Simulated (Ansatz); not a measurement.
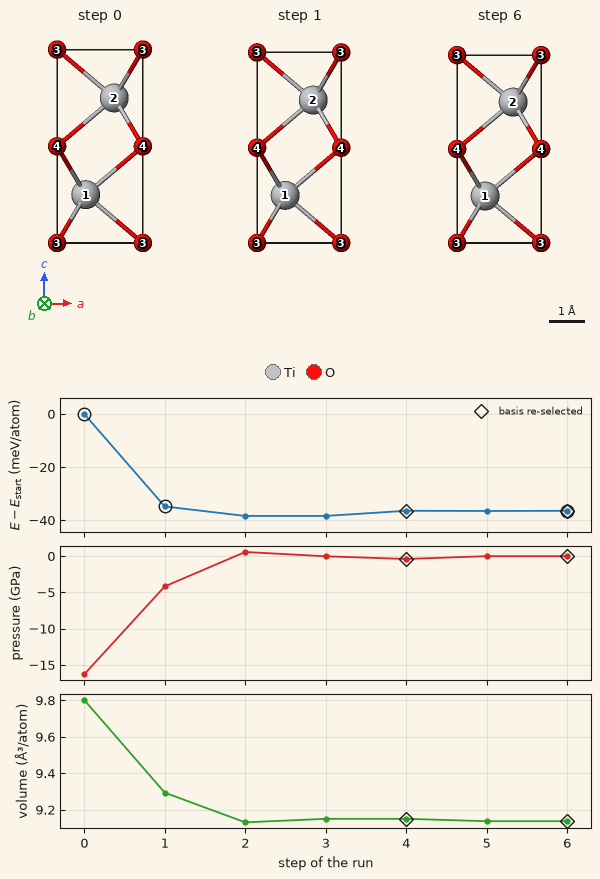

Frames of a relaxation of crystalline TiO (set up in P6_3/mmc), marked on the history of the run. A ball-and-stick model of the cell of the calculation, seen along the b axis.

Case: dispersion relaxed: D3(BJ).

All numbers below come from DFT PBEsol+D3(BJ), scalar-relativistic, plane waves, PAW in Ansatz 0.2.0.

The input:
```yaml
crystal:
  lattice:
    - [2.8516080131, 0.0, 0.0]
    - [-1.4258040066, 2.469564981, 0.0]
    - [0.0, 0.0, 5.567503]
  atoms:
    - { symbol: Ti, position: [0.3333333333, 0.6666666667, 0.25] }
    - { symbol: Ti, position: [0.6666666667, 0.3333333333, 0.75] }
    - { symbol: O, position: [0.0, 0.0, 0.0] }
    - { symbol: O, position: [0.0, 0.0, 0.5] }
basis:
  ecutwfc: 420
kpoints:
  mp_grid: { grid: [18, 18, 8] }
hamiltonian:
  xc: pbesol
  dispersion: d3bj
scf:
  occupations: { method: gaussian, width: 0.1 }
output:
  forces: true
  stress: true
  eigenvalues: true
relax:
  adjacent_minimum: "off"
  f_tol: 0.01
  max_steps: 60
  cell: { stress_tol: 0.05 }
```

Launched with:
```bash
ansatz run input.yaml --threads 1 --pin off --max-ram 2560MiB --backend cpu --events-out ev --progress --plain --runs-dir out
```

> What happens along the run?

Over 4 accepted moves (6 points after the start) the energy falls by 36.4 meV per atom. All forces vanish by symmetry, so only the cell relaxes. Pressure: −16.27 GPa at the start and 0.00 GPa at the end. At 2 points the geometry stayed and the basis and grid were re-selected for the new cell (energy shift of 1.9 meV per atom at most each time). The atoms keep their places relative to the cell (all moves are under 0.005 Å). The drawn cell changes as follows: a = b 2.852 → 2.794 Å (−2.0 %), c 5.568 → 5.408 Å (−2.9 %); the volume changes by −6.8 %. Some distances before and after: Ti1–Ti2 3.234 → 3.149 Å, Ti1–Ti1 2.852 → 2.794 Å, Ti1–O3 2.156 → 2.105 Å. The space group stays P6_3/mmc (No. 194). From step 0 to 1: volume −5.2 %, energy −34.8 meV per atom. From step 1 to 6: volume −1.7 %, energy −1.6 meV per atom.

```csv
step,"E − E(0), meV/atom","pressure, GPa","volume, Å³/atom",note
0,0.00,-16.27,9.802,
1,-34.79,-4.16,9.294,
2,-38.36,0.58,9.131,
3,-38.36,-0.01,9.151,
4,-36.41,-0.39,9.151,"same geometry, new basis"
5,-36.48,0.01,9.138,
6,-36.43,0.00,9.138,"same geometry, new basis"
```
